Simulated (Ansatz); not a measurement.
System: TiC, space group Fm-3m (No. 225) (one of a set of cubic test structures, which need not be the stable phase).

How it was computed, with Ansatz 0.2.0 development build: equation of state of a cubic crystal from periodic Kohn-Sham density functional theory without spin, third-order Birch-Murnaghan fit to the free energies; pressure corrected for the finite basis. Level: HSE06.

- structure type: rock salt
- atoms in cell: 2
- space group number: 225
- lattice centring: face-centred primitive
- k mesh: 4×4×4
- occupation method: Fermi–Dirac
- occupation width: 0.1 eV
- wave cutoff: 420 eV
- datasets: soft-1 PAW
- density tolerance: 1e−07 eV
- bands: 12
- density cutoff ratio: 4
- search for lower states: default
- exchange singularity: Wigner-Seitz

Describe the result: the energy above the lowest point against volume. The volume takes the values 9.34, 9.64, 9.94, 10.25, 10.55 Å³/atom.

A third-order Birch–Murnaghan fit gives V0 = 9.96 Å³/atom, B0 = 260 GPa and B′ = 3.8. The energy above the lowest point is 35.6 meV/atom at volume 9.34 Å³/atom and 25.8 meV/atom at 10.55 Å³/atom; the lowest computed point is at volume 9.94 Å³/atom (0.0 meV/atom), and no other minimum shows.

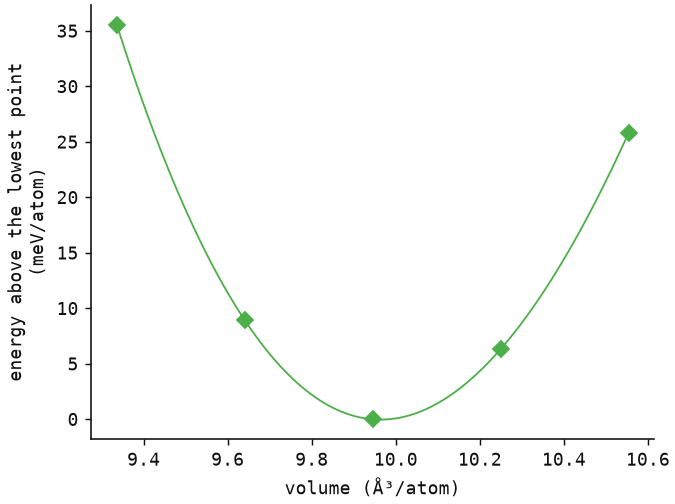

Caveats: coarse k-mesh, values are not converged in k.
